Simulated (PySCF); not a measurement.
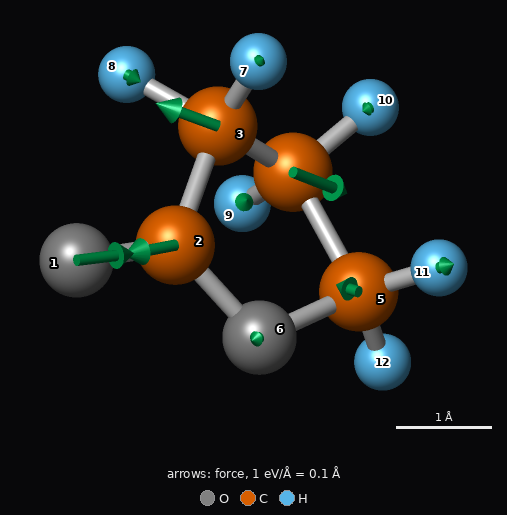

Starting geometry of C4H6O2 with the computed forces as green arrows. The picture is a ball-and-stick view, seen from a free direction.

The start comes from MMFF94s. Its atoms were then displaced at random by about 0.03 Å.

Computed with PBE0-D3(BJ)/def2-SVP geometry optimisation, gas phase (PySCF 2.14.0, density-fitted response routines). 

Question: What follows when this structure is relaxed?

Answer: It isn't relaxed: the largest force vector, on a C atom, is 9.22 eV/Å. The final displacements follow the starting forces only in part (cosine between the two patterns 0.80). The atom that moves furthest after the best rigid fit is a C atom (0.11 Å). By element the largest moves are C 0.11 Å, O 0.09 Å, H 0.07 Å. Some distances before and after: C–C 1.359 → 1.519 Å, C–O 1.313 → 1.193 Å, C–H 1.172 → 1.101 Å, C–H 1.049 → 1.104 Å. Among the angles between lasting bonds that change: H–C–H 100.7° → 107.8°, C–C–H 118.9° → 112.2°, C–C–H 117.0° → 110.3°. Over 9 geometry steps the energy falls by 132.0 kJ/mol. The run took 41 s on 1 thread of Intel(R) Xeon(R) Platinum 8488C, on a shared host.
